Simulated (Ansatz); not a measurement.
**From PtSe₂ to PtSe₂**

System: PtSe₂ (P-3m1, 3 atoms in the cell).
Method of run A: DFT PBE+D3(BJ), scalar-relativistic, plane waves, PAW, no spin polarisation (Ansatz 0.2.0).
System of run B: PtSe₂ (slab, 3 atoms in the cell).

On run A: The structure derives from an entry of the Crystallography Open Database. On run B: The structure derives from an entry of the Crystallography Open Database. It belongs to a series of runs on one base structure; here: one layer taken out of the bulk. Text and figures count atoms from 1; the logs count them from 0 in places.

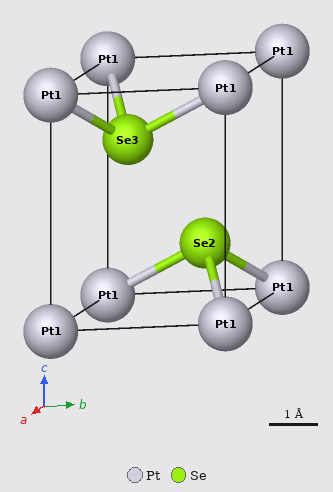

Figure 1. The structure (ball-and-stick view of the cell of the calculation, seen slightly off an axis; atoms are numbered from 1 in the order of the input). An atom can appear more than once, as a periodic image.

**Input, run A**
```yaml
crystal:
  lattice:
    - [3.7240006046, 0.0, 0.0]
    - [-1.8620003023, 3.2250791273, 0.0]
    - [0.0, 0.0, 5.062]
  atoms:
    - { symbol: Pt, position: [0.0, 0.0, 0.0] }
    - { symbol: Se, position: [0.3333333333, 0.6666666667, 0.25] }
    - { symbol: Se, position: [0.6666666667, 0.3333333333, 0.75] }
basis:
  ecutwfc: 420
kpoints:
  mp_grid: { grid: [6, 6, 4] }
hamiltonian:
  xc: pbe
  dispersion: d3bj
scf:
  occupations: { method: gaussian, width: 0.1 }
output:
  forces: true
  stress: true
  eigenvalues: true
```

Launched with:
```bash
ansatz run input.yaml --threads 2 --pin off --max-ram 5120MiB --backend cpu --events-out ev --progress --plain --runs-dir out
```

Hardware: 2 threads of Arm Neoverse N1, 24 GiB of memory available, shared host.

**Output, shortened to warnings, some set-up lines, iterations and results (run A)**
```
Basis set: ecut = 420 eV, 1205 PW (Γ), exchange–correlation on 50×50×72 points (8 copies of the dense FFT grid, shifted against one another)
Symmetry: 12 space group operations
k-points: 24 of 144
Initial density: superposition of atomic densities (neutral atoms: chi_scale 0, normalization atom), corrected by the library's trained network
[...]
SCF iter   1: F=—  HF=-23463.684781 eV  |F-HF|=—  |Δ(HF+E_count)|=         —  Δρ=2.76e-3  dr2=3.11e-3  ethr=1.77e-3  ⟨swp⟩=5.5  Hψ=2771  notcnv=0
SCF iter   2: F=—  HF=-23463.686577 eV  |F-HF|=—  |Δ(HF+E_count)|=   1.80e-3  Δρ=7.21e-4  dr2=3.37e-4  ethr=6.22e-6  ⟨swp⟩=2.0  Hψ=1242  notcnv=0
SCF iter   3: F=—  HF=-23463.686522 eV  |F-HF|=—  |Δ(HF+E_count)|=   5.47e-5  Δρ=2.19e-4  dr2=4.08e-5  ethr=6.74e-7  ⟨swp⟩=2.0  Hψ=1284  notcnv=0
SCF iter   4: F=—  HF=-23463.686489 eV  |F-HF|=—  |Δ(HF+E_count)|=   3.32e-5  Δρ=4.07e-5  dr2=9.73e-7  ethr=8.17e-8  ⟨swp⟩=2.2  Hψ=980  notcnv=0
SCF iter   5: F=—  HF=-23463.686489 eV  |F-HF|=—  |Δ(HF+E_count)|=   4.34e-7  Δρ=1.01e-5  dr2=1.19e-7  ethr=1.95e-9  ⟨swp⟩=2.3  Hψ=1179  notcnv=0
SCF iter   6: F=-23463.686489 eV  HF=-23463.686489 eV  |F-HF|=2.00e-9  |Δ(HF+E_count)|=   3.00e-9  Δρ=2.42e-6  dr2=3.96e-9  ethr=2.00e-10  ⟨swp⟩=6.5  Hψ=2884  notcnv=0
SCF 1 converged in 6 iterations: F = -23463.686489 eV  dr2 = 3.96e-9
SCF converged after 6 iterations
Free energy (F): -23463.686489 eV
Harris-Foulkes:  -23463.686489 eV  (|F-HF|=2.00e-9)
Internal energy: -23463.681163 eV  (E = F + TS)
E sigma→0 (E₀):  -23463.683826 eV
Entropy (-TS):   -0.005326 eV (-1.775 meV/atom)
Fermi energy:    13.323102 eV
--- Per-component energies (eV) ---
  E_band       = -958.385283
  E_kinetic    = 876.380085
  E_local      = -6791.703089  (includes V_loc(G=0)·N_el)
  E_nonlocal   = -990.484266
  E_hartree    = 3150.824352
  E_xc         = -471.386426
  E_vxc        = -500.865740  (∫ρ·V_xc dr)
  E_paw        = -13277.944705  (= ΣΔE_a)
  E_vpaw       = 146.643246  (= ΣTr[D̂ρ^β])
  E_aug_tail   = -0.000985  (compensation charges beyond the density's cutoff)
  E_ewald      = -5957.934834
  E_disp       = -1.431295  (pairwise vdW)
  E_smearing   = -0.005326  (= −TS)
  E_closure    = 0.000000  (closes the sum)
  Σ components = -23463.686489   (vs F -23463.686489, Δ=0.00e0)
--- Forces (eV/Å), atoms counted from 1 ---
  atom   1  Pt     0.00000000    -0.00000000     0.00000000
  atom   2  Se     0.00000000    -0.00000000     0.60001332
  atom   3  Se    -0.00000000     0.00000000    -0.60001332
  max |Σ_I F_I| component: 4.63e-18 eV/Å
--- Stress (GPa, compression-positive) ---
        4.149827       0.000000       0.000000
        0.000000       4.149827      -0.000000
        0.000000       0.000000       2.174513
  P = ⅓ Tr σ = 3.4914 GPa (34.914 kbar)
```

The input of run B differs as follows (lines with − go, lines with + come):
```diff
-    - [3.7240006046, 0.0, 0.0]
-    - [-1.8620003023, 3.2250791273, 0.0]
-    - [0.0, 0.0, 5.062]
+    - [3.7717024378, 0.0, 0.0]
+    - [-1.8858512189, 3.2663901266, 0.0]
+    - [0.0, 0.0, 31.1216233638]
-    - { symbol: Pt, position: [0.0, 0.0, 0.0] }
-    - { symbol: Se, position: [0.3333333333, 0.6666666667, 0.25] }
-    - { symbol: Se, position: [0.6666666667, 0.3333333333, 0.75] }
+    - { symbol: Se, position: [0.6666666667, 0.3333333333, 0.4588579996] }
+    - { symbol: Pt, position: [0.0, 0.0, 0.5] }
+    - { symbol: Se, position: [0.3333333333, 0.6666666667, 0.5411420004] }
+  periodic: [true, true, false]
-  mp_grid: { grid: [6, 6, 4] }
+  mp_grid: { grid: [6, 6, 1] }
```

Predict how the results change.

The total energies belong to different systems, so their difference says nothing on which is more stable or more accurate. A gap of 1.65 eV opens on the mesh, where run A has none. The largest force goes from 0.600 to 0.081 eV/Å. The SCF takes 7 iterations against 6. The irreducible k-points go from 24 to 7. The plane waves at Γ go from 1205 to 7545. On the same kind of shared host run B took about 2.6 times as long.

**Output, shortened to warnings, some set-up lines, iterations and results (run B)**
```
Basis set: ecut = 420 eV, 7545 PW (Γ), exchange–correlation on 54×54×432 points (8 copies of the dense FFT grid, shifted against one another)
Symmetry: 12 space group operations
k-points: 7 of 36
Initial density: superposition of atomic densities (neutral atoms: chi_scale 0, normalization atom), corrected by the library's trained network
[...]
SCF iter   1: F=—  HF=-23463.232709 eV  |F-HF|=—  |Δ(HF+E_count)|=         —  Δρ=1.34e-3  dr2=7.33e-3  ethr=1.77e-3  ⟨swp⟩=11.3  Hψ=1191  notcnv=0
SCF iter   2: F=—  HF=-23463.225504 eV  |F-HF|=—  |Δ(HF+E_count)|=   7.21e-3  Δρ=9.19e-4  dr2=5.75e-3  ethr=1.47e-5  ⟨swp⟩=4.0  Hψ=572  notcnv=0  defer=6
SCF iter   3: F=—  HF=-23463.224704 eV  |F-HF|=—  |Δ(HF+E_count)|=   7.99e-4  Δρ=4.11e-4  dr2=4.97e-4  ethr=1.15e-5  ⟨swp⟩=2.6  Hψ=265  notcnv=0  defer=6
SCF iter   4: F=—  HF=-23463.224844 eV  |F-HF|=—  |Δ(HF+E_count)|=   1.40e-4  Δρ=9.20e-5  dr2=2.90e-5  ethr=9.94e-7  ⟨swp⟩=3.0  Hψ=365  notcnv=0  defer=6
SCF iter   5: F=—  HF=-23463.224937 eV  |F-HF|=—  |Δ(HF+E_count)|=   9.35e-5  Δρ=2.61e-5  dr2=1.76e-6  ethr=5.80e-8  ⟨swp⟩=2.9  Hψ=309  notcnv=0  defer=7
SCF iter   6: F=—  HF=-23463.224940 eV  |F-HF|=—  |Δ(HF+E_count)|=   2.90e-6  Δρ=6.57e-6  dr2=1.77e-7  ethr=3.51e-9  ⟨swp⟩=3.0  Hψ=444  notcnv=0  defer=7
SCF iter   7: F=-23463.224940 eV  HF=-23463.224940 eV  |F-HF|=2.23e-8  |Δ(HF+E_count)|=  7.39e-10  Δρ=8.66e-7  dr2=4.73e-9  ethr=2.00e-10  ⟨swp⟩=17.9  Hψ=1146  notcnv=0
SCF 1 converged in 7 iterations: F = -23463.224940 eV  dr2 = 4.73e-9
SCF converged after 7 iterations
Free energy (F): -23463.224940 eV
Harris-Foulkes:  -23463.224940 eV  (|F-HF|=2.23e-8)
Internal energy: -23463.224940 eV  (E = F + TS)
E sigma→0 (E₀):  -23463.224940 eV
Fermi energy:    -4.904220 eV
--- Per-component energies (eV) ---
  E_band       = -1848.204262
  E_kinetic    = 872.452881
  E_local      = -125743.569310  (includes V_loc(G=0)·N_el)
  E_nonlocal   = -990.877447
  E_hartree    = 62182.505659
  E_xc         = -469.425358
  E_vxc        = -498.133981  (∫ρ·V_xc dr)
  E_paw        = -13277.748970  (= ΣΔE_a)
  E_vpaw       = 146.918052  (= ΣTr[D̂ρ^β])
  E_aug_tail   = -0.001001  (compensation charges beyond the density's cutoff)
  E_ewald      = 53964.308820
  E_disp       = -0.870213  (pairwise vdW)
  E_smearing   = -0.000000  (= −TS)
  E_closure    = -0.000000  (closes the sum)
  Σ components = -23463.224940   (vs F -23463.224940, Δ=0.00e0)
--- Forces (eV/Å), atoms counted from 1 ---
  atom   1  Se     0.00000000     0.00000000    -0.08124805
  atom   2  Pt    -0.00000000     0.00000000     0.00000000
  atom   3  Se     0.00000000     0.00000000     0.08124805
  max |Σ_I F_I| component: 2.31e-18 eV/Å
--- 2D stress c σ (N/m, compression-positive) ---
       -1.282412      -0.000000      -0.000000
       -0.000000      -1.282412      -0.000000
        0.000000       0.000000       0.000000
  P = ½ c Tr σ = -1.2824 N/m
  ° read free of the cell's end (the report's vacuum.weakly_bound_levels)
```

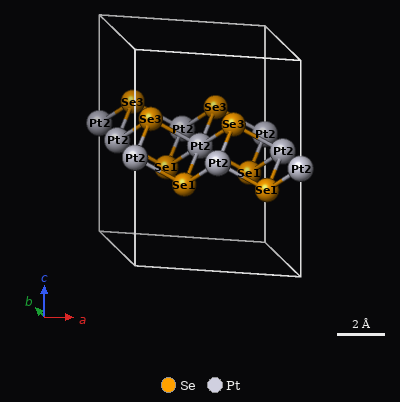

Figure 2. The input structure of run B (ball-and-stick view of the 2 × 2 repeat of the cell, with the vacuum cut short, seen slightly off an axis; atoms are numbered from 1 in the order of the input). An atom can appear more than once, as a periodic image.

**The two runs side by side**

```tsv
quantity	run A	run B
outcome	converged	converged
free energy per atom (eV)	−7821.2288	−7821.0750
energy per atom, smearing taken to zero (eV)	−7821.2279	−7821.0750
gap on the mesh (eV)	0.00	1.65
pressure (GPa)	3.49	–
volume per atom (Å³)	20.27	–
largest force (eV/Å)	0.600	0.081
SCF iterations	6	7
irreducible k-points	24	7
plane waves at Γ	1205	7545
work function (eV)	–	4.90
wall time (shared host)	2 s	5.3 s
```

For both runs: Spin–orbit coupling is left out, which matters for Pt.
